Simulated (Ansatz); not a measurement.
## Geometry relaxation of Zr8O17 (part 1 of 3)

System: Zr8O17 (defect cell, 25 atoms in the cell).
Method: DFT PBE, scalar-relativistic, plane waves, PAW, no spin polarisation (Ansatz 0.2.0).

The structure derives from a Materials Project entry. It belongs to a series of runs on one base structure; here: O_i, charge +0, atoms relaxed at the host's cell. Figures and captions count atoms from 1; the log counts them from 0 in places.

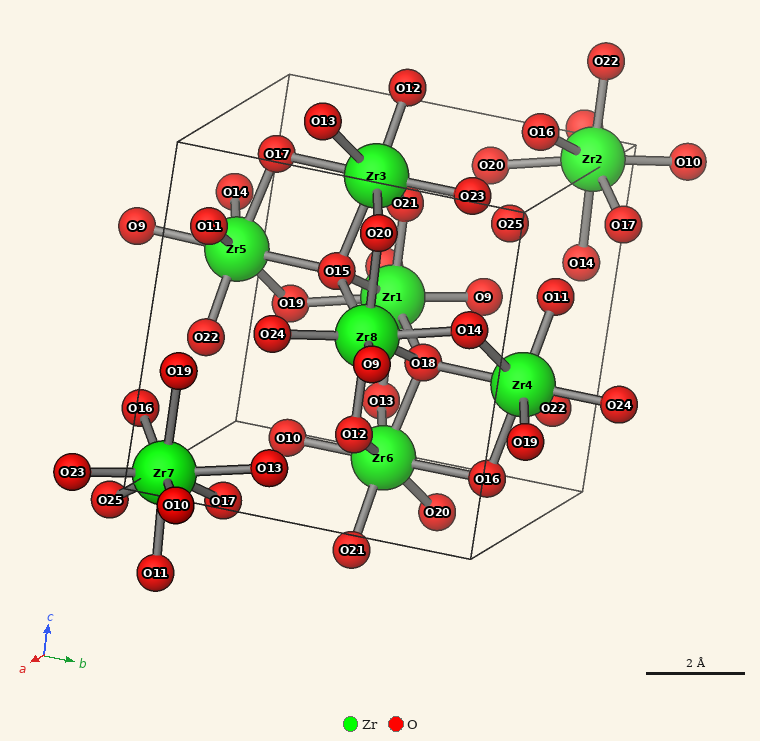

**Figure 1.** The input geometry (ball-and-stick view of the cell of the calculation, seen slightly off an axis; bonded neighbours outside the cell are drawn too; atoms are numbered from 1 in the order of the input).

Results in brief:

```csv
quantity,value
outcome,converged
electrons treated,198
free energy,−43154.7894 eV
Fermi energy,12.367 eV
gap on the k-point mesh,3.78 eV
final volume,288.46 Å³
largest force (length of the vector) at the end,0.011 eV/Å
hardware,"8 threads of Arm Neoverse V1, 24 GiB of memory available, shared host"
wall time,77 s (CPU time 9.7 min)
peak memory,0.98 GiB
```

Input file:
```yaml
crystal:
  lattice:
    - [-4.2974406737, 0.0, -5.2917550988]
    - [5.1895663875, 5.242080104, -0.0119864078]
    - [5.1895663875, -5.242080104, -0.0119864078]
  atoms:
    - { symbol: Zr, position: [0.2100338395, 0.4452362292, 0.4890298006] }
    - { symbol: Zr, position: [0.2100338395, 0.9452362292, 0.9890298006] }
    - { symbol: Zr, position: [0.7100338395, 0.4890298006, 0.9452362292] }
    - { symbol: Zr, position: [0.7100338395, 0.9890298006, 0.4452362292] }
    - { symbol: Zr, position: [0.2899661605, 0.0109701994, 0.5547637708] }
    - { symbol: Zr, position: [0.2899661605, 0.5109701994, 0.0547637708] }
    - { symbol: Zr, position: [0.7911206853, 0.046867078, 0.014033534] }
    - { symbol: Zr, position: [0.7899661605, 0.5547637708, 0.5109701994] }
    - { symbol: O, position: [0.1565020605, 0.6841870855, 0.5283401096] }
    - { symbol: O, position: [0.149998184, 0.1943158956, 0.0206663367] }
    - { symbol: O, position: [0.6506631568, 0.0253753356, 0.6942214355] }
    - { symbol: O, position: [0.649998184, 0.5206663367, 0.1943158956] }
    - { symbol: O, position: [0.9755306759, 0.3906502841, 0.1338962691] }
    - { symbol: O, position: [0.9755306759, 0.8906502841, 0.6338962691] }
    - { symbol: O, position: [0.5244693241, 0.3661037309, 0.6093497159] }
    - { symbol: O, position: [0.5058061177, 0.8711625021, 0.1099883634] }
    - { symbol: O, position: [0.4755306759, 0.1338962691, 0.8906502841] }
    - { symbol: O, position: [0.4755306759, 0.6338962691, 0.3906502841] }
    - { symbol: O, position: [0.0244693241, 0.1093497159, 0.3661037309] }
    - { symbol: O, position: [0.0244693241, 0.6093497159, 0.8661037309] }
    - { symbol: O, position: [0.3412322944, 0.4758703262, 0.7921283576] }
    - { symbol: O, position: [0.350001816, 0.9793336633, 0.3056841044] }
    - { symbol: O, position: [0.850001816, 0.8056841044, 0.9793336633] }
    - { symbol: O, position: [0.850001816, 0.3056841044, 0.4793336633] }
    - { symbol: O, position: [0.4529114538, 0.8097322855, 0.8231012488] }
  host:
    lattice:
      - [5.1895663875, 0.0, -0.0119864078]
      - [0.0, 5.242080104, 0.0]
      - [-0.8921257138, 0.0, 5.3037415067]
    atoms:
      - { symbol: Zr, position: [0.7242321903, 0.9562064286, 0.7899661605] }
      - { symbol: Zr, position: [0.7242321903, 0.5437935714, 0.2899661605] }
      - { symbol: Zr, position: [0.2757678097, 0.4562064286, 0.7100338395] }
      - { symbol: Zr, position: [0.2757678097, 0.0437935714, 0.2100338395] }
      - { symbol: O, position: [0.0649840482, 0.1736495589, 0.850001816] }
      - { symbol: O, position: [0.0649840482, 0.3263504411, 0.350001816] }
      - { symbol: O, position: [0.5490158773, 0.256754015, 0.0244693241] }
      - { symbol: O, position: [0.4509841227, 0.756754015, 0.4755306759] }
      - { symbol: O, position: [0.5490158773, 0.243245985, 0.5244693241] }
      - { symbol: O, position: [0.4509841227, 0.743245985, 0.9755306759] }
      - { symbol: O, position: [0.9350159518, 0.6736495589, 0.649998184] }
      - { symbol: O, position: [0.9350159518, 0.8263504411, 0.149998184] }
basis:
  ecutwfc: 420
  xc_grid: 2
kpoints:
  mp_grid: { grid: [2, 2, 2], shift: [0.5, 0.5, 0.5] }
hamiltonian:
  xc: pbe
scf:
  occupations: { method: gaussian, width: 0.02 }
output:
  forces: true
  stress: false
  eigenvalues: true
  charged_corrections:
    defect_position: [0.45833333, 0.8125, 0.8125]
    epsilon: [[24.6542, 0.0, 1.482], [0.0, 22.8671, 0.0], [1.482, 0.0, 18.4936]]
relax:
  adjacent_minimum: "off"
  f_tol: 0.03
  max_steps: 40
```

Run as:
```bash
ansatz run input.yaml --threads 8 --pin off --max-ram 16384MiB --backend cpu --events-out ev --progress --plain --runs-dir out
```

What the program printed:
```
Engine: ansatz 0.2.0, aarch64-unknown-linux-gnu
Pseudopotentials: kind: paw
Pseudopotential: Zr, paw, valence charge 12, recommended cutoff 420 eV (normal), Zr.paw.azcp
Pseudopotential: O, paw, valence charge 6, recommended cutoff 420 eV (normal), O.paw.azcp
Functional definition: PBE
  parameter kappa = 0.804
  parameter beta = 0.06672455060314922
  exchange = pbe_x(kappa = kappa, mu = beta*pi^2/3)
  correlation = pbe_c(beta = beta)
Crystal: 25 atoms, lattice volume = 288.455 Å³
Basis set: ecut = 420 eV, 5661 PW (Γ), exchange–correlation on 96×100×100 points (8 copies of the dense FFT grid, shifted against one another)
Bands: 124, of which v1, the nominal top of the filled ones, is band 99 counted from 1 (98 counted from 0)
Symmetry: 1 space group operations
Space group: P1 (ITA 1), of the structure as read, at distance tolerance 6.6e-5 Å
k-points: 4 of 8 (time reversal used)
Non-local potential: Zr, projectors of the file, l = 0: 3, l = 1: 2, l = 2: 2, l = 3: 2
Non-local potential: O, projectors of the file, l = 0: 2, l = 1: 2, l = 2: 1
PAW form: soft (Blöchl's): semilocal exchange-correlation on the pseudo side does not see the compensation charge
PAW one-centre angular grid: Zr, 590 points (default); XC on 64 Gauss nodes
PAW one-centre angular grid: O, 110 points (default); XC on 64 Gauss nodes
Initial density: superposition of atomic densities (neutral atoms: chi_scale 0, normalization atom), corrected by the library's trained network
Initial wavefunctions: pseudopotential atomic-orbital guess
Functional: x = pbe(κ = 0.804, μ = 0.2195149727645171), c = pbe(β = 0.06672455060314922)
SCF iter   1: F=—  HF=-43152.625708 eV  |F-HF|=—  |Δ(HF+E_count)|=         —  Δρ=1.81e-2  dr2=8.07e-1  ethr=1.77e-3  ⟨swp⟩=5.0  Hψ=1790  notcnv=0  defer=63
preconditioner: auto → Resta (q_TF=auto, 2.562 Å⁻¹)  ε∞=4.2  [insulator: Δε(μ)=0.592 eV  Ē_g=16.395 eV  σ=0.020 eV  W_gap=1.00  n_scr=76 (ndim 8)  ℏωp=29.5 eV  f_vac=0.030  D(μ)=0.00/eV (n_scr^D=0)  ε∞_Penn≈4.2]
SCF iter   2: F=—  HF=-43152.499496 eV  |F-HF|=—  |Δ(HF+E_count)|=   1.26e-1  Δρ=1.15e-2  dr2=2.16e-1  ethr=4.08e-4  ⟨swp⟩=2.8  Hψ=869  notcnv=0  defer=74
SCF iter   3: F=—  HF=-43152.468794 eV  |F-HF|=—  |Δ(HF+E_count)|=   3.07e-2  Δρ=5.60e-3  dr2=5.71e-2  ethr=1.09e-4  ⟨swp⟩=3.0  Hψ=720  notcnv=0  defer=74
SCF iter   4: F=—  HF=-43152.460848 eV  |F-HF|=—  |Δ(HF+E_count)|=   7.95e-3  Δρ=2.82e-3  dr2=2.16e-2  ethr=2.89e-5  ⟨swp⟩=2.0  Hψ=813  notcnv=0  defer=78
SCF iter   5: F=—  HF=-43152.457443 eV  |F-HF|=—  |Δ(HF+E_count)|=   3.41e-3  Δρ=1.11e-3  dr2=2.30e-3  ethr=1.09e-5  ⟨swp⟩=2.0  Hψ=645  notcnv=0  defer=78
SCF iter   6: F=—  HF=-43152.457267 eV  |F-HF|=—  |Δ(HF+E_count)|=   1.76e-4  Δρ=5.48e-4  dr2=6.22e-4  ethr=1.16e-6  ⟨swp⟩=2.0  Hψ=607  notcnv=0  defer=78
SCF iter   7: F=—  HF=-43152.457278 eV  |F-HF|=—  |Δ(HF+E_count)|=   1.06e-5  Δρ=2.62e-4  dr2=1.96e-4  ethr=3.14e-7  ⟨swp⟩=2.0  Hψ=655  notcnv=0  defer=78
SCF iter   8: F=—  HF=-43152.457284 eV  |F-HF|=—  |Δ(HF+E_count)|=   6.54e-6  Δρ=1.52e-4  dr2=4.32e-5  ethr=9.88e-8  ⟨swp⟩=2.0  Hψ=686  notcnv=0  defer=78
SCF iter   9: F=-43152.457285 eV  HF=-43152.457287 eV  |F-HF|=2.67e-6  |Δ(HF+E_count)|=   3.09e-6  Δρ=7.64e-5  dr2=8.40e-6  ethr=1.14e-8  ⟨swp⟩=11.5  Hψ=1985  notcnv=0
SCF 1 converged in 9 iterations: F = -43152.457285 eV  dr2 = 8.40e-6
  greatest PAW one-centre occupation: 0.995 electrons in one spin orbital (limit 2), on the Zr atom at site 0 (counted from 0), in its partial waves of l = 0
relax step   1: F+E_penalty+E_count = -43152.45728468 eV  Δ(F+E_penalty+E_count) = +0.000e0 eV  max|allowed force component| = 2.699e0 eV/Å  Δτ_max = 0.0000 Å  (9 SCF iters, dr2 threshold 2.25e-5 eV, accepted)
Initial density: handed on by an earlier stage of this run
Initial wavefunctions: those handed on with the density
iter 1 solved again at ethr=5.21e-4 eV; its pass at ethr=3.10e-3 eV (dr2=1.03e0 eV) is discarded
SCF iter   1: F=—  HF=-43153.742267 eV  |F-HF|=—  |Δ(HF+E_count)|=         —  Δρ=2.56e-2  dr2=1.00e0  ethr=5.21e-4  ⟨swp⟩=1.0  Hψ=1720  notcnv=0  defer=45
preconditioner: auto → Resta (q_TF=auto, 2.562 Å⁻¹)  ε∞=4.2  [insulator: Δε(μ)=0.697 eV  Ē_g=16.405 eV  σ=0.020 eV  W_gap=1.00  n_scr=76 (ndim 8)  ℏωp=29.5 eV  f_vac=0.024  D(μ)=0.00/eV (n_scr^D=0)  ε∞_Penn≈4.2]
SCF iter   2: F=—  HF=-43153.678248 eV  |F-HF|=—  |Δ(HF+E_count)|=   6.40e-2  Δρ=1.68e-2  dr2=5.74e-1  ethr=5.06e-4  ⟨swp⟩=2.2  Hψ=713  notcnv=0  defer=47
SCF iter   3: F=—  HF=-43153.627608 eV  |F-HF|=—  |Δ(HF+E_count)|=   5.06e-2  Δρ=9.92e-3  dr2=1.63e-1  ethr=2.90e-4  ⟨swp⟩=2.0  Hψ=681  notcnv=0  defer=73
SCF iter   4: F=—  HF=-43153.620201 eV  |F-HF|=—  |Δ(HF+E_count)|=   7.41e-3  Δρ=4.77e-3  dr2=4.41e-2  ethr=8.24e-5  ⟨swp⟩=2.0  Hψ=626  notcnv=0  defer=74
SCF iter   5: F=—  HF=-43153.615983 eV  |F-HF|=—  |Δ(HF+E_count)|=   4.22e-3  Δρ=1.33e-3  dr2=2.72e-3  ethr=2.23e-5  ⟨swp⟩=2.0  Hψ=716  notcnv=0  defer=74
SCF iter   6: F=—  HF=-43153.616176 eV  |F-HF|=—  |Δ(HF+E_count)|=   1.94e-4  Δρ=4.99e-4  dr2=5.55e-4  ethr=1.37e-6  ⟨swp⟩=2.0  Hψ=596  notcnv=0  defer=74
SCF iter   7: F=—  HF=-43153.616228 eV  |F-HF|=—  |Δ(HF+E_count)|=   5.18e-5  Δρ=2.36e-4  dr2=1.10e-4  ethr=2.81e-7  ⟨swp⟩=2.0  Hψ=626  notcnv=0  defer=74
SCF iter   8: F=—  HF=-43153.616242 eV  |F-HF|=—  |Δ(HF+E_count)|=   1.40e-5  Δρ=1.11e-4  dr2=3.03e-5  ethr=5.05e-8  ⟨swp⟩=9.2  Hψ=2331  notcnv=0
SCF iter   9: F=-43153.616240 eV  HF=-43153.616246 eV  |F-HF|=6.26e-6  |Δ(HF+E_count)|=   4.32e-6  Δρ=7.22e-5  dr2=1.04e-5  ethr=1.53e-8  ⟨swp⟩=4.0  Hψ=1452  notcnv=0
SCF 2 converged in 9 iterations: F = -43153.616240 eV  dr2 = 1.04e-5
[... from here on the iterations of each SCF are left out, up to the last one ...]
relax step   2: F+E_penalty+E_count = -43153.61623997 eV  Δ(F+E_penalty+E_count) = -1.159e0 eV  max|allowed force component| = 1.458e0 eV/Å  Δτ_max = 0.1986 Å  (9 SCF iters, dr2 threshold 1.00e-4 eV, accepted)
preconditioner: auto → Resta (q_TF=auto, 2.562 Å⁻¹)  ε∞=4.2  [insulator: Δε(μ)=1.160 eV  Ē_g=16.429 eV  σ=0.020 eV  W_gap=1.00  n_scr=76 (ndim 8)  ℏωp=29.5 eV  f_vac=0.025  D(μ)=0.00/eV (n_scr^D=0)  ε∞_Penn≈4.2]
SCF 3 converged in 8 iterations: F = -43154.160536 eV  dr2 = 1.07e-5
relax step   3: F+E_penalty+E_count = -43154.16053613 eV  Δ(F+E_penalty+E_count) = -5.443e-1 eV  max|allowed force component| = 1.267e0 eV/Å  Δτ_max = 0.2000 Å  (8 SCF iters, dr2 threshold 1.00e-4 eV, accepted)
preconditioner: auto → Resta (q_TF=auto, 2.562 Å⁻¹)  ε∞=4.2  [insulator: Δε(μ)=1.911 eV  Ē_g=16.451 eV  σ=0.020 eV  W_gap=1.00  n_scr=76 (ndim 8)  ℏωp=29.5 eV  f_vac=0.026  D(μ)=0.00/eV (n_scr^D=0)  ε∞_Penn≈4.2]
SCF 4 converged in 7 iterations: F = -43154.483425 eV  dr2 = 9.17e-6
relax step   4: F+E_penalty+E_count = -43154.48342500 eV  Δ(F+E_penalty+E_count) = -3.229e-1 eV  max|allowed force component| = 3.682e-1 eV/Å  Δτ_max = 0.1935 Å  (7 SCF iters, dr2 threshold 1.00e-4 eV, accepted)
preconditioner: auto → Resta (q_TF=auto, 2.562 Å⁻¹)  ε∞=4.2  [insulator: Δε(μ)=2.062 eV  Ē_g=16.454 eV  σ=0.020 eV  W_gap=1.00  n_scr=76 (ndim 8)  ℏωp=29.5 eV  f_vac=0.026  D(μ)=0.00/eV (n_scr^D=0)  ε∞_Penn≈4.2]
SCF 5 converged in 7 iterations: F = -43154.534340 eV  dr2 = 1.11e-6
relax step   5: F+E_penalty+E_count = -43154.53433968 eV  Δ(F+E_penalty+E_count) = -5.091e-2 eV  max|allowed force component| = 3.423e-1 eV/Å  Δτ_max = 0.0630 Å  (7 SCF iters, dr2 threshold 1.15e-5 eV, accepted)
preconditioner: auto → Resta (q_TF=auto, 2.562 Å⁻¹)  ε∞=4.2  [insulator: Δε(μ)=2.325 eV  Ē_g=16.454 eV  σ=0.020 eV  W_gap=1.00  n_scr=76 (ndim 8)  ℏωp=29.5 eV  f_vac=0.025  D(μ)=0.00/eV (n_scr^D=0)  ε∞_Penn≈4.2]
SCF 6 converged in 6 iterations: F = -43154.556816 eV  dr2 = 4.34e-6
relax step   6: F+E_penalty+E_count = -43154.55681640 eV  Δ(F+E_penalty+E_count) = -2.248e-2 eV  max|allowed force component| = 2.971e-1 eV/Å  Δτ_max = 0.0624 Å  (6 SCF iters, dr2 threshold 9.90e-6 eV, accepted)
preconditioner: auto → Resta (q_TF=auto, 2.562 Å⁻¹)  ε∞=4.2  [insulator: Δε(μ)=2.895 eV  Ē_g=16.475 eV  σ=0.020 eV  W_gap=1.00  n_scr=76 (ndim 8)  ℏωp=29.5 eV  f_vac=0.024  D(μ)=0.00/eV (n_scr^D=0)  ε∞_Penn≈4.2]
SCF 7 converged in 7 iterations: F = -43154.595798 eV  dr2 = 1.05e-5
relax step   7: F+E_penalty+E_count = -43154.59579806 eV  Δ(F+E_penalty+E_count) = -3.898e-2 eV  max|allowed force component| = 3.892e-1 eV/Å  Δτ_max = 0.1516 Å  (7 SCF iters, dr2 threshold 6.65e-5 eV, accepted)
preconditioner: auto → Resta (q_TF=auto, 2.562 Å⁻¹)  ε∞=4.2  [insulator: Δε(μ)=3.142 eV  Ē_g=16.487 eV  σ=0.020 eV  W_gap=1.00  n_scr=76 (ndim 8)  ℏωp=29.5 eV  f_vac=0.023  D(μ)=0.00/eV (n_scr^D=0)  ε∞_Penn≈4.2]
SCF 8 converged in 6 iterations: F = -43154.624537 eV  dr2 = 5.78e-6
relax step   8: F+E_penalty+E_count = -43154.62453716 eV  Δ(F+E_penalty+E_count) = -2.874e-2 eV  max|allowed force component| = 3.828e-1 eV/Å  Δτ_max = 0.0880 Å  (6 SCF iters, dr2 threshold 1.00e-4 eV, accepted)
preconditioner: auto → Resta (q_TF=auto, 2.562 Å⁻¹)  ε∞=4.2  [insulator: Δε(μ)=3.679 eV  Ē_g=16.545 eV  σ=0.020 eV  W_gap=1.00  n_scr=76 (ndim 8)  ℏωp=29.5 eV  f_vac=0.021  D(μ)=0.00/eV (n_scr^D=0)  ε∞_Penn≈4.2]
SCF 9 converged in 6 iterations: F = -43154.655084 eV  dr2 = 1.18e-5
relax step   9: F+E_penalty+E_count = -43154.65508356 eV  Δ(F+E_penalty+E_count) = -3.055e-2 eV  max|allowed force component| = 4.924e-1 eV/Å  Δτ_max = 0.1349 Å  (6 SCF iters, dr2 threshold 1.00e-4 eV, accepted)
preconditioner: auto → Resta (q_TF=auto, 2.562 Å⁻¹)  ε∞=4.2  [insulator: Δε(μ)=3.303 eV  Ē_g=16.549 eV  σ=0.020 eV  W_gap=1.00  n_scr=76 (ndim 8)  ℏωp=29.5 eV  f_vac=0.023  D(μ)=0.00/eV (n_scr^D=0)  ε∞_Penn≈4.2]
SCF 10 converged in 7 iterations: F = -43154.623183 eV  dr2 = 7.60e-6
relax step  10: F+E_penalty+E_count = -43154.62318281 eV  Δ(F+E_penalty+E_count) = +3.190e-2 eV  max|allowed force component| = 6.674e-1 eV/Å  Δτ_max = 0.2000 Å  (7 SCF iters, dr2 threshold 1.00e-4 eV, rejected (line search))
preconditioner: auto → Resta (q_TF=auto, 2.562 Å⁻¹)  ε∞=4.2  [insulator: Δε(μ)=3.462 eV  Ē_g=16.557 eV  σ=0.020 eV  W_gap=1.00  n_scr=76 (ndim 8)  ℏωp=29.5 eV  f_vac=0.024  D(μ)=0.00/eV (n_scr^D=0)  ε∞_Penn≈4.2]
SCF 11 converged in 9 iterations: F = -43154.734119 eV  dr2 = 2.73e-8
relax step  11: F+E_penalty+E_count = -43154.73411864 eV  Δ(F+E_penalty+E_count) = -7.904e-2 eV  max|allowed force component| = 1.700e-1 eV/Å  Δτ_max = 0.0966 Å  (9 SCF iters, accepted)
preconditioner: auto → Resta (q_TF=auto, 2.562 Å⁻¹)  ε∞=4.2  [insulator: Δε(μ)=3.545 eV  Ē_g=16.563 eV  σ=0.020 eV  W_gap=1.00  n_scr=76 (ndim 8)  ℏωp=29.5 eV  f_vac=0.023  D(μ)=0.00/eV (n_scr^D=0)  ε∞_Penn≈4.2]
SCF 12 converged in 7 iterations: F = -43154.749029 eV  dr2 = 7.11e-7
relax step  12: F+E_penalty+E_count = -43154.74902937 eV  Δ(F+E_penalty+E_count) = -1.491e-2 eV  max|allowed force component| = 1.406e-1 eV/Å  Δτ_max = 0.1000 Å  (7 SCF iters, dr2 threshold 3.44e-6 eV, accepted)
preconditioner: auto → Resta (q_TF=auto, 2.562 Å⁻¹)  ε∞=4.2  [insulator: Δε(μ)=3.494 eV  Ē_g=16.567 eV  σ=0.020 eV  W_gap=1.00  n_scr=76 (ndim 8)  ℏωp=29.5 eV  f_vac=0.024  D(μ)=0.00/eV (n_scr^D=0)  ε∞_Penn≈4.2]
SCF 13 converged in 8 iterations: F = -43154.752069 eV  dr2 = 2.11e-7
relax step  13: F+E_penalty+E_count = -43154.75206851 eV  Δ(F+E_penalty+E_count) = -3.039e-3 eV  max|allowed force component| = 5.570e-1 eV/Å  Δτ_max = 0.1464 Å  (8 SCF iters, dr2 threshold 2.36e-6 eV, accepted)
preconditioner: auto → Resta (q_TF=auto, 2.562 Å⁻¹)  ε∞=4.1  [insulator: Δε(μ)=3.839 eV  Ē_g=16.624 eV  σ=0.020 eV  W_gap=1.00  n_scr=76 (ndim 8)  ℏωp=29.5 eV  f_vac=0.026  D(μ)=0.00/eV (n_scr^D=0)  ε∞_Penn≈4.1]
SCF 14 converged in 7 iterations: F = -43154.769409 eV  dr2 = 3.19e-6
relax step  14: F+E_penalty+E_count = -43154.76940887 eV  Δ(F+E_penalty+E_count) = -1.734e-2 eV  max|allowed force component| = 3.074e-1 eV/Å  Δτ_max = 0.2000 Å  (7 SCF iters, dr2 threshold 1.00e-4 eV, accepted)
preconditioner: auto → Resta (q_TF=auto, 2.562 Å⁻¹)  ε∞=4.2  [insulator: Δε(μ)=3.829 eV  Ē_g=16.608 eV  σ=0.020 eV  W_gap=1.00  n_scr=76 (ndim 8)  ℏωp=29.5 eV  f_vac=0.026  D(μ)=0.00/eV (n_scr^D=0)  ε∞_Penn≈4.2]
SCF 15 converged in 6 iterations: F = -43154.779968 eV  dr2 = 2.17e-6
```
